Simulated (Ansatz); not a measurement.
# Run report: W₁₂S₂₅ (charge −1), geometry relaxation (part 4 of 4)

The same run, continued: W₁₂S₂₅ (defect cell, 37 atoms in the cell, total charge −1); DFT PBE+D3(BJ), scalar-relativistic, plane waves, PAW, spin-polarised (Ansatz 0.2.0); cutoff 420 eV, 2×2×2 k-mesh, Gaussian smearing of 0.01 eV, collinear spins. The structure derives from a Materials Project entry. It belongs to a series of runs on one base structure; here: S interstitial, charge -1, atoms relaxed at the host's cell.

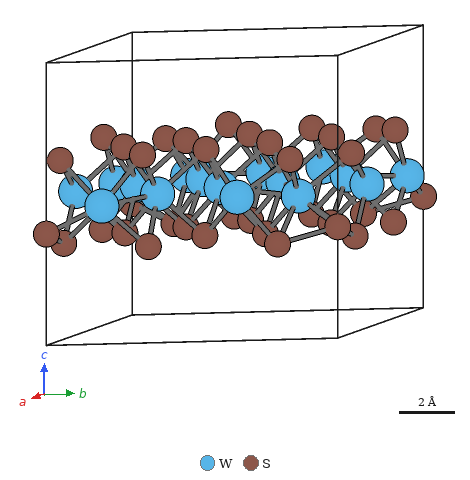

The geometry at step 3 of the log (ball-and-stick view of the cell of the calculation, with the vacuum cut short, seen slightly off an axis).

Trajectory as extended XYZ (Å, eV, eV/Å), 5 frames, from step=1 to step=5:
```
37
Lattice="9.4792 -5.4728 0.0000 -9.4792 -5.4728 0.0000 0.0000 0.0000 -16.9395" Properties=species:S:1:pos:R:3:forces:R:3 step=1 energy=-147200.86762
W    -6.2066   -3.5874   -0.0645    0.2349   0.2254  -0.2411
W    -1.5726   -6.3814   -0.0779    0.3388  -0.1209  -0.0411
W    -3.1648   -3.6501   -0.0773   -0.0436   0.2972  -0.0714
W     4.7387   -6.3945   -0.0771    0.3525  -0.2611  -0.0774
W     1.5778   -6.3814   -0.0777   -0.2898  -0.0461  -0.0529
W     0.0026   -3.7784   -0.0646    0.0318  -0.1522  -0.1159
W     7.6989   -6.5436    0.1382   -0.6509   0.2020   0.2493
W     3.1701   -3.6504   -0.0777    0.0250   0.3076  -0.0749
W    -7.6905   -6.5322    0.1323    0.3287   0.2103   0.6010
W     0.0094   -8.8424    0.1754   -0.1189  -0.7931  -0.5974
W    -3.2673   -9.0605   -0.0649   -0.0471   0.1249  -0.0436
W    -4.7338   -6.3947   -0.0775   -0.3017  -0.2731  -0.0749
S    -4.7254   -4.5672   -1.6750    0.0102  -0.0493  -0.0102
S     0.0027   -7.3211   -1.6605    0.0148  -0.0695  -0.0779
S    -1.5862   -4.5712   -1.6751   -0.0681   0.0142  -0.0466
S     6.3404   -7.2888   -1.6593   -0.0433  -0.0568  -0.2797
S     3.1652   -7.2878   -1.6751   -0.0586   0.0119  -0.0291
S     1.5913   -4.5713   -1.6754    0.0555   0.0142  -0.0366
S     0.0021   -1.7894   -1.4017    0.0195  -0.1555  -0.3557
S     4.7307   -4.5675   -1.6753   -0.0003  -0.0339   0.0093
S    -6.3354   -7.2890   -1.6596    0.0571  -0.0498  -0.3047
S    -7.9285   -4.5824   -1.4022   -0.0735   0.0406   0.0481
S    -1.5450  -10.0551   -1.4022    0.0756   0.0159   0.1096
S    -3.1599   -7.2880   -1.6753    0.0428   0.0017  -0.0165
S    -4.6813   -4.5814  -15.4377   -0.0172  -0.0274   0.0131
S     0.0024   -7.0930  -15.2904    0.0137   0.2216   0.4550
S    -1.6207   -4.6026  -15.4380   -0.0025   0.0709   0.0741
S     6.1428   -7.4031  -15.2896    0.2396   0.0462  -0.0108
S     3.1742   -7.2429  -15.4376   -0.0493  -0.0284   0.0631
S     1.6258   -4.6022  -15.4380    0.0112   0.0554   0.0693
S     0.0162   -2.2412  -15.2815   -0.0173  -0.0136   0.3527
S     4.6867   -4.5812  -15.4377    0.0706  -0.0145   0.0216
S    -6.1377   -7.4031  -15.2901   -0.2815   0.0983  -0.0542
S    -7.5023   -4.3471  -15.2683   -0.5181  -0.2262   0.3856
S    -1.9456   -9.8469  -15.2652   -0.1547   0.2136   0.2432
S    -3.1694   -7.2431  -15.4382    0.0756  -0.0843   0.0811
S    -0.0200   -0.0039  -15.8110    0.7383   0.2839  -0.1635
37
Lattice="9.4792 -5.4728 0.0000 -9.4792 -5.4728 0.0000 0.0000 0.0000 -16.9395" Properties=species:S:1:pos:R:3:forces:R:3 step=2 energy=-147200.94204
W    -6.2191   -3.5820   -0.0592   -0.0425  -0.1902   0.0215
W    -1.5221   -6.3982   -0.0777   -0.3141   0.0060  -0.0065
W    -3.1712   -3.6155   -0.0843    0.1343  -0.0901   0.0459
W     4.7819   -6.4345   -0.0824   -0.2516   0.2962   0.0373
W     1.5375   -6.3879   -0.0786    0.2184  -0.1436  -0.0027
W     0.0058   -3.7709   -0.0654   -0.0165   0.0746   0.0062
W     7.6685   -6.5108    0.1435    0.0968  -0.2044  -0.1469
W     3.1775   -3.6105   -0.0815   -0.1451  -0.1608   0.0468
W    -7.6743   -6.5119    0.1574   -0.0732  -0.0882  -0.1850
W    -0.0021   -8.8779    0.1356    0.0909   0.3865   0.1712
W    -3.2542   -9.0512   -0.0643    0.0949  -0.2420   0.0637
W    -4.7683   -6.4398   -0.0781    0.1345   0.3802   0.0221
S    -4.7342   -4.5869   -1.6554   -0.0032   0.0405  -0.0629
S     0.0093   -7.3543   -1.6970   -0.0093   0.1503  -0.0626
S    -1.5932   -4.5708   -1.6674    0.0550  -0.0006   0.0023
S     6.3626   -7.2869   -1.7079   -0.0230  -0.0205   0.0770
S     3.1517   -7.2797   -1.6647    0.0506  -0.0251  -0.0159
S     1.6032   -4.5641   -1.6699   -0.0439  -0.0041   0.0134
S     0.0023   -1.7848   -1.4103   -0.0069  -0.0015   0.0693
S     4.7387   -4.5796   -1.6566   -0.0170   0.0241  -0.0978
S    -6.3633   -7.2782   -1.6976    0.0389  -0.0289   0.1076
S    -7.9263   -4.5892   -1.4098    0.0006   0.0580   0.0387
S    -1.5528  -10.0575   -1.4186    0.0085   0.0379   0.0163
S    -3.1419   -7.2786   -1.6667   -0.0474  -0.0105  -0.0211
S    -4.6866   -4.5970  -15.4589    0.0212  -0.0102   0.0776
S     0.0087   -7.1402  -15.2605   -0.0079   0.1405  -0.0394
S    -1.6238   -4.5957  -15.4494    0.0160  -0.0315   0.0065
S     6.1761   -7.4005  -15.2601   -0.1147  -0.0220   0.0290
S     3.1667   -7.2328  -15.4470    0.0349   0.0407  -0.0024
S     1.6336   -4.5913  -15.4454   -0.0087  -0.0248   0.0034
S     0.0064   -2.2349  -15.2569   -0.0044  -0.1743  -0.0019
S     4.6982   -4.5924  -15.4603   -0.0499  -0.0196   0.0880
S    -6.1711   -7.3959  -15.2555    0.1499  -0.0555   0.0376
S    -7.5347   -4.3345  -15.2314   -0.0345  -0.0812  -0.1770
S    -1.9391   -9.8141  -15.2379   -0.1098   0.0300  -0.1473
S    -3.1524   -7.2396  -15.4432   -0.0414   0.0727  -0.0020
S    -0.0130    0.0028  -15.8096    0.2197  -0.1088  -0.0096
37
Lattice="9.4792 -5.4728 0.0000 -9.4792 -5.4728 0.0000 0.0000 0.0000 -16.9395" Properties=species:S:1:pos:R:3:forces:R:3 step=3 energy=-147200.98417
W    -6.2111   -3.5871   -0.0596    0.0212  -0.0334  -0.0160
W    -1.5451   -6.3930   -0.0784   -0.0063   0.0014  -0.0068
W    -3.1651   -3.6226   -0.0811   -0.0280  -0.0304  -0.0038
W     4.7658   -6.4155   -0.0813   -0.0234   0.0170   0.0035
W     1.5529   -6.3926   -0.0789    0.0093   0.0110  -0.0033
W     0.0051   -3.7768   -0.0644   -0.0058   0.0192  -0.0178
W     7.6754   -6.5249    0.1396   -0.0213   0.0462  -0.0223
W     3.1706   -3.6249   -0.0792    0.0418  -0.0110  -0.0021
W    -7.6721   -6.5227    0.1487   -0.0474   0.0660  -0.0116
W     0.0034   -8.8597    0.1479   -0.0192  -0.0443  -0.0140
W    -3.2620   -9.0582   -0.0638   -0.0060  -0.0514   0.0147
W    -4.7584   -6.4141   -0.0783    0.0354  -0.0028   0.0024
S    -4.7268   -4.5738   -1.6666   -0.0136  -0.0022   0.0079
S     0.0044   -7.3354   -1.6900   -0.0061   0.0078   0.0147
S    -1.5905   -4.5705   -1.6712    0.0094  -0.0018   0.0199
S     6.3496   -7.2881   -1.6968    0.0181   0.0155   0.0191
S     3.1592   -7.2868   -1.6696    0.0033   0.0032   0.0150
S     1.5978   -4.5712   -1.6716   -0.0062   0.0013   0.0192
S     0.0046   -1.7939   -1.4121    0.0001  -0.0004   0.0063
S     4.7312   -4.5729   -1.6678    0.0080  -0.0058   0.0015
S    -6.3467   -7.2855   -1.6885   -0.0145   0.0116   0.0194
S    -7.9277   -4.5839   -1.4018   -0.0074   0.0073  -0.0098
S    -1.5466  -10.0541   -1.4071    0.0136   0.0002  -0.0066
S    -3.1543   -7.2834   -1.6697    0.0005   0.0073   0.0130
S    -4.6801   -4.5878  -15.4458   -0.0174   0.0007   0.0072
S     0.0042   -7.1116  -15.2649   -0.0052   0.0025   0.0036
S    -1.6227   -4.5985  -15.4430    0.0030   0.0067  -0.0179
S     6.1636   -7.3984  -15.2683    0.0048   0.0295   0.0028
S     3.1715   -7.2378  -15.4424    0.0007  -0.0082  -0.0114
S     1.6300   -4.6004  -15.4412   -0.0005   0.0114  -0.0172
S     0.0107   -2.2432  -15.2587   -0.0112  -0.0637   0.0566
S     4.6903   -4.5883  -15.4471    0.0068  -0.0037   0.0005
S    -6.1558   -7.3989  -15.2657    0.0002   0.0163   0.0036
S    -7.5291   -4.3465  -15.2438   -0.0755  -0.0580   0.0042
S    -1.9409   -9.8232  -15.2505   -0.0498   0.0296   0.0228
S    -3.1630   -7.2402  -15.4413   -0.0008   0.0040  -0.0213
S    -0.0070   -0.0018  -15.8190    0.1895   0.0015  -0.0766
37
Lattice="9.4792 -5.4728 0.0000 -9.4792 -5.4728 0.0000 0.0000 0.0000 -16.9395" Properties=species:S:1:pos:R:3:forces:R:3 step=4 energy=-147200.98723
W    -6.2114   -3.5907   -0.0612    0.0059   0.0008  -0.0066
W    -1.5451   -6.3921   -0.0786   -0.0051   0.0037  -0.0022
W    -3.1689   -3.6234   -0.0789    0.0020  -0.0077   0.0048
W     4.7615   -6.4136   -0.0789   -0.0023   0.0027  -0.0029
W     1.5522   -6.3914   -0.0788    0.0049  -0.0045   0.0067
W     0.0033   -3.7736   -0.0612   -0.0035  -0.0111  -0.0053
W     7.6731   -6.5212    0.1435   -0.0031  -0.0026  -0.0209
W     3.1752   -3.6238   -0.0789    0.0022   0.0021   0.0025
W    -7.6664   -6.5210    0.1428    0.0005  -0.0022  -0.0187
W     0.0035   -8.8597    0.1428    0.0008   0.0021  -0.0150
W    -3.2612   -9.0636   -0.0612   -0.0101   0.0011  -0.0037
W    -4.7548   -6.4138   -0.0791    0.0008   0.0032   0.0057
S    -4.7266   -4.5745   -1.6674    0.0008  -0.0022  -0.0041
S     0.0041   -7.3311   -1.6912   -0.0057  -0.0014   0.0116
S    -1.5911   -4.5680   -1.6678    0.0039   0.0029   0.0031
S     6.3501   -7.2857   -1.6908   -0.0052   0.0051   0.0101
S     3.1584   -7.2864   -1.6678    0.0055   0.0018  -0.0010
S     1.5974   -4.5675   -1.6676   -0.0027   0.0017  -0.0053
S     0.0030   -1.7922   -1.4076    0.0029  -0.0087  -0.0176
S     4.7326   -4.5746   -1.6674    0.0061  -0.0008  -0.0027
S    -6.3428   -7.2855   -1.6912    0.0005  -0.0004   0.0115
S    -7.9272   -4.5821   -1.4080    0.0112   0.0047  -0.0147
S    -1.5456  -10.0553   -1.4071   -0.0077   0.0079  -0.0224
S    -3.1515   -7.2861   -1.6675   -0.0043  -0.0038  -0.0037
S    -4.6839   -4.5890  -15.4435    0.0030   0.0003   0.0028
S     0.0036   -7.1126  -15.2668    0.0009   0.0000   0.0020
S    -1.6247   -4.5980  -15.4427    0.0023   0.0034  -0.0033
S     6.1594   -7.3949  -15.2668    0.0034   0.0012   0.0029
S     3.1682   -7.2417  -15.4428   -0.0010  -0.0015  -0.0028
S     1.6311   -4.5975  -15.4425   -0.0012  -0.0021  -0.0030
S     0.0037   -2.2462  -15.2492   -0.0008   0.0006   0.0191
S     4.6903   -4.5889  -15.4434   -0.0022   0.0000   0.0016
S    -6.1535   -7.3954  -15.2670    0.0017   0.0061   0.0008
S    -7.5344   -4.3539  -15.2491    0.0033  -0.0005   0.0157
S    -1.9387   -9.8275  -15.2488   -0.0017  -0.0001   0.0157
S    -3.1611   -7.2418  -15.4426   -0.0047  -0.0025  -0.0044
S     0.0035   -0.0035  -15.8390   -0.0013   0.0004   0.0444
37
Lattice="9.4792 -5.4728 0.0000 -9.4792 -5.4728 0.0000 0.0000 0.0000 -16.9395" Properties=species:S:1:pos:R:3:forces:R:3 step=5 energy=-147200.98750
W    -6.2110   -3.5913   -0.0617    0.0064   0.0040   0.0024
W    -1.5457   -6.3921   -0.0787    0.0000  -0.0004  -0.0003
W    -3.1685   -3.6234   -0.0787   -0.0015   0.0000  -0.0016
W     4.7616   -6.4133   -0.0787   -0.0007  -0.0001   0.0001
W     1.5523   -6.3921   -0.0787    0.0007  -0.0005  -0.0026
W     0.0033   -3.7734   -0.0617    0.0020  -0.0061   0.0030
W     7.6737   -6.5206    0.1424    0.0079   0.0050   0.0026
W     3.1751   -3.6236   -0.0787    0.0008   0.0006  -0.0014
W    -7.6671   -6.5205    0.1426   -0.0078   0.0032   0.0017
W     0.0033   -8.8605    0.1425   -0.0001  -0.0065   0.0020
W    -3.2616   -9.0640   -0.0617   -0.0059   0.0014   0.0025
W    -4.7549   -6.4133   -0.0787    0.0010  -0.0003  -0.0011
S    -4.7261   -4.5746   -1.6678    0.0026  -0.0010   0.0010
S     0.0033   -7.3311   -1.6904    0.0000   0.0006  -0.0015
S    -1.5906   -4.5676   -1.6679   -0.0027  -0.0024   0.0006
S     6.3492   -7.2853   -1.6905   -0.0002   0.0000  -0.0024
S     3.1591   -7.2866   -1.6678   -0.0001   0.0032   0.0008
S     1.5971   -4.5676   -1.6679    0.0027  -0.0026   0.0012
S     0.0034   -1.7928   -1.4097   -0.0006   0.0026   0.0038
S     4.7328   -4.5746   -1.6678   -0.0033  -0.0003   0.0008
S    -6.3426   -7.2853   -1.6904    0.0008  -0.0002  -0.0013
S    -7.9262   -4.5816   -1.4096   -0.0024  -0.0013   0.0025
S    -1.5465  -10.0543   -1.4097    0.0028  -0.0019   0.0034
S    -3.1524   -7.2866   -1.6679   -0.0012   0.0040   0.0012
S    -4.6831   -4.5886  -15.4430    0.0000   0.0003  -0.0010
S     0.0034   -7.1133  -15.2671   -0.0011  -0.0002  -0.0011
S    -1.6242   -4.5978  -15.4429    0.0001  -0.0014  -0.0014
S     6.1607   -7.3942  -15.2671   -0.0007   0.0000  -0.0008
S     3.1683   -7.2423  -15.4430    0.0017   0.0000  -0.0011
S     1.6307   -4.5979  -15.4429    0.0005  -0.0002  -0.0017
S     0.0038   -2.2474  -15.2480   -0.0013   0.0038  -0.0001
S     4.6898   -4.5886  -15.4431   -0.0013   0.0004  -0.0011
S    -6.1540   -7.3943  -15.2671    0.0007   0.0000  -0.0009
S    -7.5326   -4.3542  -15.2480   -0.0042  -0.0025   0.0005
S    -1.9402   -9.8273  -15.2480    0.0046  -0.0018  -0.0002
S    -3.1618   -7.2423  -15.4429   -0.0007   0.0008  -0.0019
S     0.0032   -0.0035  -15.8327    0.0000  -0.0001  -0.0064
```

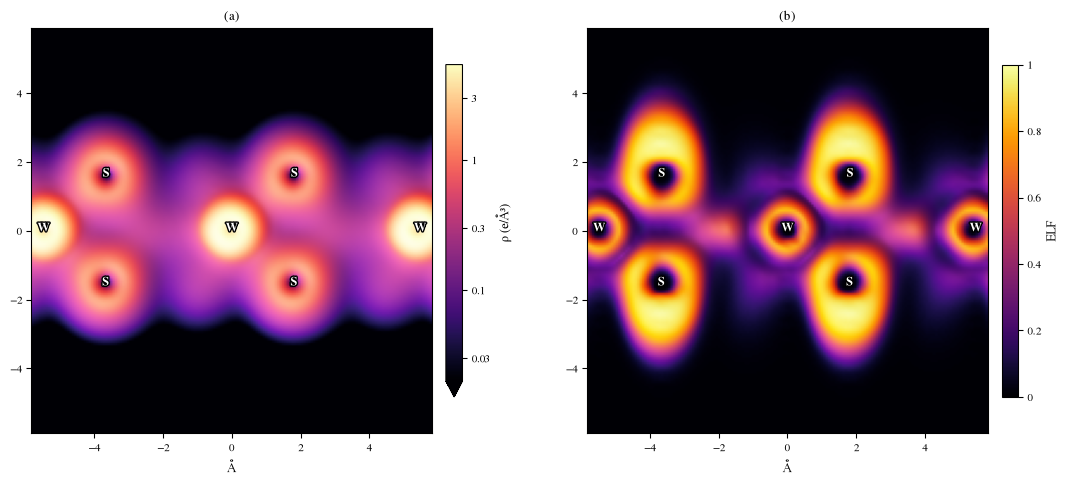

(a) valence charge density (pseudo); (b) ELF on the (100) plane of the calculation cell, a cut from vacuum to vacuum. The section cuts through W and S sites. W–S (2.41 Å): the density is about 0.63 e/Å³ at the midpoint; the ELF is about 0.50 at the midpoint. W–S (2.43 Å): ρ is about 0.6 e/Å³ halfway; the ELF is about 0.50 at the midpoint. The density dies away to nearly zero in the vacuum. The strong features right at W lie inside the PAW spheres (semicore, d or f shells) and say nothing about bonding. The fields are those of the smooth PAW valence density.

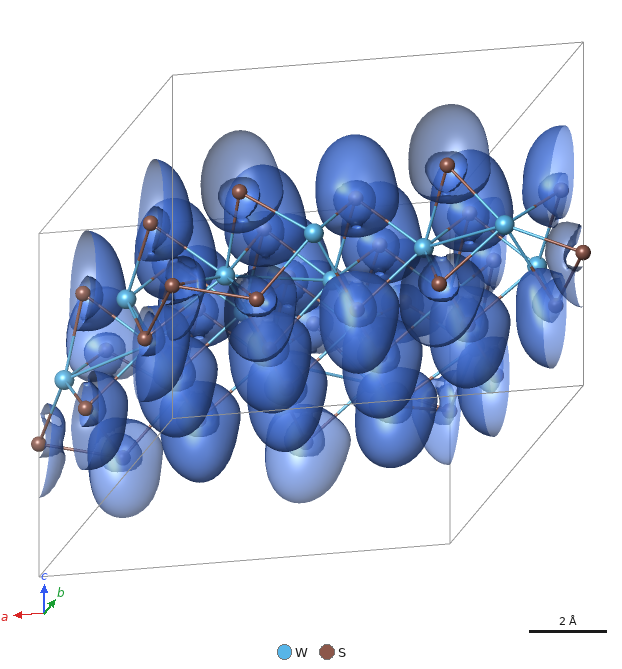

Isosurface of the electron localisation function at 0.7 (blue), seen at an oblique angle. Only the valence region is drawn (cores and ρ < 0.01 e/Å³ removed). Sticks mark near contacts. Values along the shortest contacts: W–S (2.30 Å): the ELF is about 0.55 at the midpoint. S–S (2.32 Å): the ELF peaks at about 0.75 between the atoms.

Results in brief:

- outcome: converged
- electrons treated: 319
- free energy: −147200.9875 eV
- Fermi energy: 2.931 eV
- gap on the k-point mesh: 0.16 eV
- net moment of the cell: 0.00 μB
- integrated absolute moment: 0.00 μB
- final volume: 1757.55 Å³
- largest force (length of the vector) at the end: 0.010 eV/Å
- wall time: 18 min (CPU time 71 min)
- peak memory: 8.2 GiB

Remarks:

The program warns: some starting moments were not kept; the exchange-correlation potential is rough where the density is thin. The cell is charged and computed with a neutralising background, so its energy and pressure depend on the cell and aren't those of a real crystal. Spin–orbit coupling is left out, which matters for W.
